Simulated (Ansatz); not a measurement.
## BaTiO3: single-point calculation

BaTiO3 (5 atoms in the cell), computed with DFT, PBEsol, plane waves, PAW, no spin polarisation (Ansatz 0.2.0).

The structure derives from an entry of the Crystallography Open Database. The geometry comes from this level: r2SCAN. It belongs to a series of runs on one base structure; here: drawn settings. Figures and captions count atoms from 1; the log counts them from 0 in places.

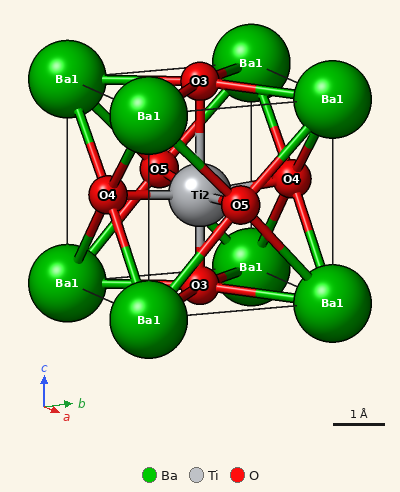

*The structure (ball-and-stick view of the cell of the calculation, seen slightly off an axis; atoms are numbered from 1 in the order of the input).*

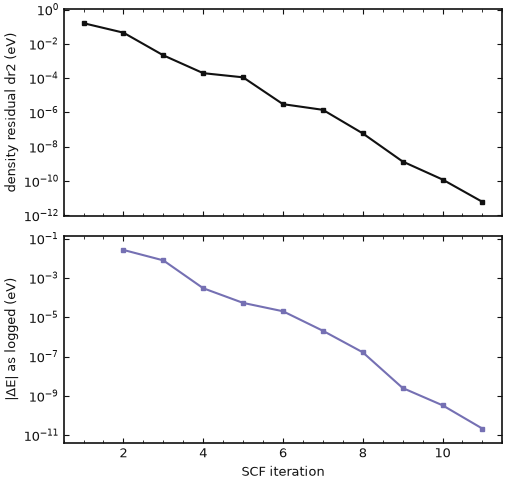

*Convergence of the self-consistent field: density residual dr2 and size of the energy change against the SCF iteration.*

The residual falls at every step.

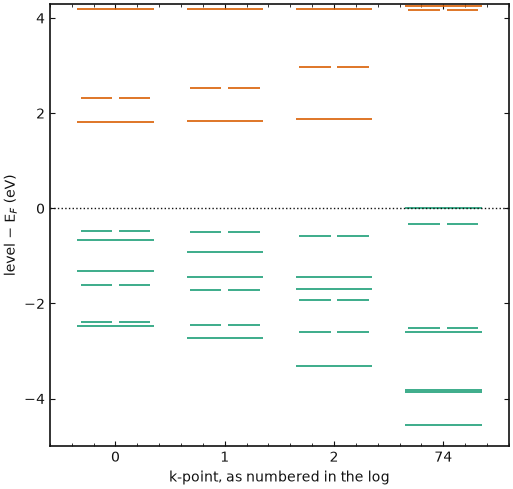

*Kohn–Sham levels near the Fermi level (dotted) at the few k-points that the log prints; levels within 0.02 eV of each other stand side by side.*

Among these points the highest filled and lowest empty levels are 1.82 eV apart, which is the gap on the mesh.

These pictures come from the run below.

Input file:
```yaml
crystal:
  lattice:
    - [3.9723652526, 0.0, 0.0]
    - [0.0, 3.9723652526, 0.0]
    - [0.0, 0.0, 4.1122285626]
  atoms:
    - { symbol: Ba, position: [0.0, 0.0, -0.0043576161] }
    - { symbol: Ti, position: [0.5, 0.5, 0.4775258081] }
    - { symbol: O, position: [0.5, 0.5, 0.0345450385] }
    - { symbol: O, position: [0.5, 0.0, 0.5176433848] }
    - { symbol: O, position: [0.0, 0.5, 0.5176433848] }
kpoints:
  mp_grid: { grid: [8, 8, 8] }
hamiltonian:
  xc: pbesol
scf:
  occupations: { method: fixed }
output:
  optics:
    e_range: [0, 20]
    de: 0.05
    sigma: 0.05
    scissors: 0.6
    scheme: gaussian
    bands: scf
```

Launched with:
```bash
ansatz run input.yaml --threads 4 --pin off --max-ram 5529MiB --backend cpu --events-out ev --progress --plain --runs-dir out
```

Log:
```
Engine: ansatz 0.2.0, aarch64-unknown-linux-gnu
Pseudopotentials: kind: paw
Pseudopotential: Ba, paw, valence charge 10, recommended cutoff 420 eV (normal), Ba.paw.azcp
Pseudopotential: Ti, paw, valence charge 12, recommended cutoff 420 eV (normal), Ti.paw.azcp
Pseudopotential: O, paw, valence charge 6, recommended cutoff 420 eV (normal), O.paw.azcp
Functional definition: PBEsol
  exchange = pbesol_x
  correlation = pbesol_c
Crystal: 5 atoms, lattice volume = 64.890 Å³
Basis set: ecut = 420 eV, 1293 PW (Γ)
Bands: 25, of which v1, the nominal top of the filled ones, is band 20 counted from 1 (19 counted from 0)
Symmetry: 8 space group operations
Space group: P4mm (ITA 99), of the structure as read, at distance tolerance 4.0e-5 Å
k-points: 75 of 512 (time reversal used)
Non-local potential: Ba, projectors of the file, l = 0: 3, l = 1: 2, l = 2: 2, l = 3: 2
Non-local potential: Ti, projectors of the file, l = 0: 3, l = 1: 2, l = 2: 3, l = 3: 1
Non-local potential: O, projectors of the file, l = 0: 2, l = 1: 2, l = 2: 1
PAW form: soft (Blöchl's): semilocal exchange-correlation on the pseudo side does not see the compensation charge
PAW frozen core: Ba, regenerated for the run's functional, and the local potential with it (the file was generated under x = pbe(κ = 0.804, μ = 0.2195149727645171), c = pbe(β = 0.06672455060314922))
PAW frozen core: Ti, regenerated for the run's functional, and the local potential with it (the file was generated under x = pbe(κ = 0.804, μ = 0.2195149727645171), c = pbe(β = 0.06672455060314922))
PAW frozen core: O, regenerated for the run's functional, and the local potential with it (the file was generated under x = pbe(κ = 0.804, μ = 0.2195149727645171), c = pbe(β = 0.06672455060314922))
PAW one-centre angular grid: Ba, 194 points (default); XC on 64 Gauss nodes
PAW one-centre angular grid: Ti, 590 points (default); XC on 64 Gauss nodes
PAW one-centre angular grid: O, 110 points (default); XC on 64 Gauss nodes
Initial density: superposition of atomic densities (neutral atoms: chi_scale 0, normalization atom), corrected by the library's trained network
Initial wavefunctions: pseudopotential atomic-orbital guess
Functional: x = pbesol(κ = 0.804, μ = 0.12345679012345678), c = pbesol(β = 0.046)
SCF iter   1: F=—  HF=-10027.498159 eV  |F-HF|=—  |Δ(HF+E_count)|=         —  Δρ=1.69e-2  dr2=1.60e-1  ethr=1.77e-3  ⟨swp⟩=4.5  Hψ=7954  notcnv=0  defer=161
preconditioner: auto → Resta (q_TF=auto, 2.517 Å⁻¹)  ε∞=5.7  [insulator: Δε(μ)=1.624 eV  Ē_g=12.005 eV  n_scr=18 (ndim 8)  ℏωp=26.1 eV  f_vac=0.000  ε∞_Penn≈5.7]
SCF iter   2: F=—  HF=-10027.471452 eV  |F-HF|=—  |Δ(HF+E_count)|=   2.67e-2  Δρ=8.35e-3  dr2=4.49e-2  ethr=4.00e-4  ⟨swp⟩=2.1  Hψ=3431  notcnv=0  defer=166
SCF iter   3: F=—  HF=-10027.463586 eV  |F-HF|=—  |Δ(HF+E_count)|=   7.87e-3  Δρ=1.89e-3  dr2=2.15e-3  ethr=1.12e-4  ⟨swp⟩=2.6  Hψ=2738  notcnv=0  defer=182
SCF iter   4: F=—  HF=-10027.463285 eV  |F-HF|=—  |Δ(HF+E_count)|=   3.01e-4  Δρ=6.53e-4  dr2=1.96e-4  ethr=5.36e-6  ⟨swp⟩=2.1  Hψ=3445  notcnv=0  defer=219
SCF iter   5: F=—  HF=-10027.463339 eV  |F-HF|=—  |Δ(HF+E_count)|=   5.41e-5  Δρ=4.53e-4  dr2=1.12e-4  ethr=4.91e-7  ⟨swp⟩=2.4  Hψ=3030  notcnv=0  defer=220
SCF iter   6: F=—  HF=-10027.463319 eV  |F-HF|=—  |Δ(HF+E_count)|=   2.03e-5  Δρ=7.00e-5  dr2=3.06e-6  ethr=2.79e-7  ⟨swp⟩=2.0  Hψ=2814  notcnv=0  defer=76
SCF iter   7: F=—  HF=-10027.463321 eV  |F-HF|=—  |Δ(HF+E_count)|=   2.07e-6  Δρ=4.60e-5  dr2=1.43e-6  ethr=7.64e-9  ⟨swp⟩=2.0  Hψ=3210  notcnv=0  defer=75
SCF iter   8: F=—  HF=-10027.463321 eV  |F-HF|=—  |Δ(HF+E_count)|=   1.66e-7  Δρ=1.01e-5  dr2=6.05e-8  ethr=3.56e-9  ⟨swp⟩=2.4  Hψ=2547  notcnv=0  defer=75
SCF iter   9: F=—  HF=-10027.463321 eV  |F-HF|=—  |Δ(HF+E_count)|=   2.54e-9  Δρ=1.48e-6  dr2=1.39e-9  ethr=1.51e-10  ⟨swp⟩=2.0  Hψ=2879  notcnv=0  defer=75
SCF iter  10: F=—  HF=-10027.463321 eV  |F-HF|=—  |Δ(HF+E_count)|=  3.35e-10  Δρ=4.47e-7  dr2=1.24e-10  ethr=3.47e-12  ⟨swp⟩=2.1  Hψ=3101  notcnv=0  defer=75
SCF iter  11: F=-10027.463321 eV  HF=-10027.463321 eV  |F-HF|=7.28e-12  |Δ(HF+E_count)|=  2.18e-11  Δρ=9.04e-8  dr2=6.18e-12  ethr=1.00e-12  ⟨swp⟩=8.8  Hψ=9352  notcnv=0
SCF 1 converged in 11 iterations: F = -10027.463321 eV  dr2 = 6.18e-12
  greatest PAW one-centre occupation: 0.999 electrons in one spin orbital (limit 2), on the Ti atom at site 1 (counted from 0), in its partial waves of l = 0
Optics k sum: 0 of 75 k-points
Optics k sum: 4 of 75 k-points
Optics k sum: 8 of 75 k-points
Optics k sum: 12 of 75 k-points
Optics k sum: 15 of 75 k-points
Optics k sum: 19 of 75 k-points
Optics k sum: 23 of 75 k-points
Optics k sum: 27 of 75 k-points
Optics k sum: 30 of 75 k-points
Optics k sum: 34 of 75 k-points
Optics k sum: 38 of 75 k-points
Optics k sum: 42 of 75 k-points
Optics k sum: 45 of 75 k-points
Optics k sum: 49 of 75 k-points
Optics k sum: 53 of 75 k-points
Optics k sum: 57 of 75 k-points
Optics k sum: 60 of 75 k-points
Optics k sum: 64 of 75 k-points
Optics k sum: 68 of 75 k-points
Optics k sum: 72 of 75 k-points
Optics k sum: 75 of 75 k-points
Optics k sum: 0 of 75 k-points
Optics k sum: 4 of 75 k-points
Optics k sum: 8 of 75 k-points
Optics k sum: 12 of 75 k-points
Optics k sum: 15 of 75 k-points
Optics k sum: 19 of 75 k-points
Optics k sum: 23 of 75 k-points
Optics k sum: 27 of 75 k-points
Optics k sum: 30 of 75 k-points
Optics k sum: 34 of 75 k-points
Optics k sum: 38 of 75 k-points
Optics k sum: 42 of 75 k-points
Optics k sum: 45 of 75 k-points
Optics k sum: 49 of 75 k-points
Optics k sum: 53 of 75 k-points
Optics k sum: 57 of 75 k-points
Optics k sum: 60 of 75 k-points
Optics k sum: 64 of 75 k-points
Optics k sum: 68 of 75 k-points
Optics k sum: 72 of 75 k-points
Optics k sum: 75 of 75 k-points
SCF converged after 11 iterations
Free energy (F): -10027.463321 eV
Harris-Foulkes:  -10027.463321 eV  (|F-HF|=7.28e-12)
Internal energy: -10027.463321 eV  (E = F + TS)
E sigma→0 (E₀):  -10027.463321 eV
Fermi energy:    10.152284 eV
--- Per-component energies (eV) ---
  E_band       = -149.960772
  E_kinetic    = 967.212271
  E_local      = -2129.269443  (includes V_loc(G=0)·N_el)
  E_nonlocal   = 207.150706
  E_hartree    = 828.702028
  E_xc         = -485.916156
  E_vxc        = -542.639168  (∫ρ·V_xc dr)
  E_paw        = -6616.882346  (= ΣΔE_a)
  E_vpaw       = -309.826554  (= ΣTr[D̂ρ^β])
  E_aug_tail   = 0.007407  (compensation charges beyond the density's cutoff)
  E_ewald      = -2798.864469
  E_core_change = 0.396681  (= ΣΔE_core)
  E_smearing   = -0.000000  (= −TS)
  E_closure    = 0.000000  (closes the sum)
  Σ components = -10027.463321   (vs F -10027.463321, Δ=0.00e0)
--- Band table (eV; the first three rows and the last of 75) ---
  k-point 0: bands = ["-46.0662", "-22.5091", "-22.4026", "-22.4026", "-14.6683", "-6.7416", "-6.1221", "-6.0034", "0.1066", "0.1688", "0.1688", "7.6733", "7.7566", "7.7566", "8.5486", "8.5486", "8.8346", "9.4877", "9.6834", "9.6834", "11.9753", "12.4787", "12.4787", "14.3373", "14.4963"]
  k-point 1: bands = ["-46.0661", "-22.5149", "-22.4024", "-22.4024", "-14.6541", "-6.7482", "-6.1223", "-5.9995", "0.1797", "0.1876", "0.1876", "7.4221", "7.7081", "7.7081", "8.4311", "8.4311", "8.7169", "9.2241", "9.6517", "9.6517", "11.9918", "12.6732", "12.6732", "14.3344", "14.8341"]
  k-point 2: bands = ["-46.0659", "-22.5288", "-22.4018", "-22.4018", "-14.6193", "-6.8035", "-6.0761", "-5.9900", "0.2338", "0.2338", "0.3549", "6.8435", "7.5625", "7.5625", "8.2187", "8.2187", "8.4578", "8.7052", "9.5662", "9.5662", "12.0326", "13.1206", "13.1206", "14.3327", "15.5052"]
  k-point 74: bands = ["-46.0636", "-22.5413", "-22.4548", "-22.4548", "-14.4089", "-6.0073", "-5.7676", "-5.7676", "-0.6193", "-0.6193", "-0.4610", "5.5987", "6.2892", "6.3334", "7.5484", "7.6292", "7.6292", "9.8179", "9.8179", "10.1523", "14.3257", "14.3257", "14.3949", "16.3989", "16.6831"]
```

File optics_head.txt:
```
# E[eV]	eps2_xx	eps2_yy	eps2_zz	eps2_xy	eps2_xz	eps2_yz	eps1_xx	eps1_yy	eps1_zz	eps1_xy	eps1_xz	eps1_yz	loss_summed_bands_xx	loss_summed_bands_yy	loss_summed_bands_zz
# format = ansatz-optics/6
# eps_inf(xx yy zz) = 4.151714 4.151714 3.728784
# eps_inf_bands = summed_by_request
# eps_inf_summed_bands(xx yy zz) = 4.151714 4.151714 3.728784
# k_sum = mesh_cells
# eps2_relative_error = 0.0024
# eps_inf_relative_error = 0.0037
# f_sum_n_eff(xx yy zz) = 7.529806 7.529806 7.612413 of n_electrons = 40.000000
# f_sum_n_eff_momentum_only(xx yy zz) = 5.942360 5.942360 5.994599
# loss_f_sum_n_eff(xx yy zz) = 8.063693 8.063693 8.125080
# perfect_screening_sum(xx yy zz) = 0.759136 0.759136 0.731816
# perfect_screening_sum_on_rows(xx yy zz) = 0.759174 0.759174 0.731488
# the maxima of the summed bands' own loss function (the loss_summed_bands columns) are measured between the rows too: peak_sampling_summed_bands says what part of their heights the rows count for, and missed_extrema_summed_bands lists those of which they count for under four fifths, the half width
# peak_sampling_summed_bands_xx(least_part_sampled least_sampled_at_ev n_extrema n_missed) = 9.268099e-1 17.62165018378042 28 0
# peak_sampling_summed_bands_yy(least_part_sampled least_sampled_at_ev n_extrema n_missed) = 9.268099e-1 17.621650183780417 28 0
# peak_sampling_summed_bands_zz(least_part_sampled least_sampled_at_ev n_extrema n_missed) = 9.025018e-1 12.170192348268731 24 0
# n_bands = 25
# the loss_summed_bands columns' heights are not shown to be converged in n_bands (the SCF's count)
# valid_up_to_ev = 5.262853
# loss_band_truncation_warned_of = loss_summed_bands_xx loss_summed_bands_yy loss_summed_bands_zz
# least_direct_gap_ev = 2.291835e0 at k(fractional) = 0.000000 0.000000 0.000000, k_point = 0, channel = 0, bands = 19 20 (counted from 0)
# evaluated_top_ev = 64.800000
# all_electron_strengths = true
```

Key numbers:

- outcome: converged
- space group (tolerance 0.01 Å): P4mm (99)
- electrons treated: 40
- free energy: −10027.4633 eV
- Fermi energy: 10.152 eV
- gap on the k-point mesh: 1.82 eV
- hardware: 4 threads of Arm Neoverse V2, 24 GiB of memory available, shared host
- wall time: 23 s (CPU time 87 s)
- peak memory: 0.91 GiB

Notes:

Settings chosen away from the usual ones: drawn settings.
